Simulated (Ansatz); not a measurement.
```xyz
2
Lattice="4.0701 0.0000 0.0000 0.0000 4.0701 0.0000 0.0000 0.0000 4.0701" Properties=species:S:1:pos:R:3 pbc="T T T"
Rb    0.0000    0.0000    0.0000
Br    2.0350    2.0350    2.0350
```

Space group Pm-3m; a structure from a database of computed crystals, not necessarily the ambient phase.

Method: DFT, PBEsol, PAW with Ansatz's default frozen-core files, scalar-relativistic; relaxation of cell and atoms in Ansatz.

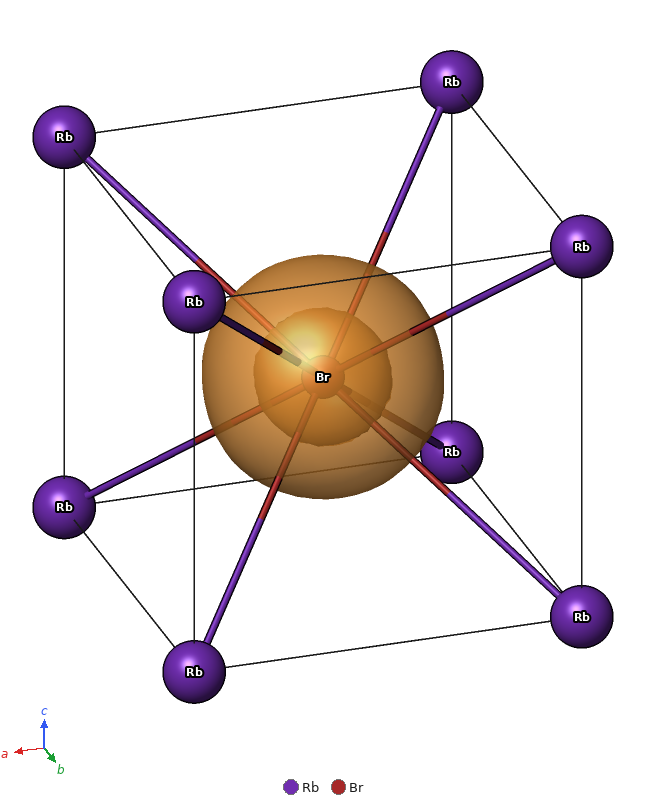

RbBr. Isosurface of the ELF at 0.8 (orange), seen at an oblique angle. Core shells and regions of very low density are left out. Sticks mark near contacts.

In a PAW calculation such maps are meaningful between the atoms, not at the nuclei.

Identify the bonds, lone pairs and shells in this picture.

The surface consists of one region wrapped around Br (its valence shell), counted in one cell of 2 atoms. Regions shared between cells count once. Profiles from the grid: Rb–Br (3.52 Å): the ELF is about 0.05 at the midpoint; a largely ionic contact.

Does the calculation make it a metal, or give it a gap?

It is gapped, with a Kohn–Sham gap of 4.0 eV on the k-point mesh, an upper bound to the gap of this method.
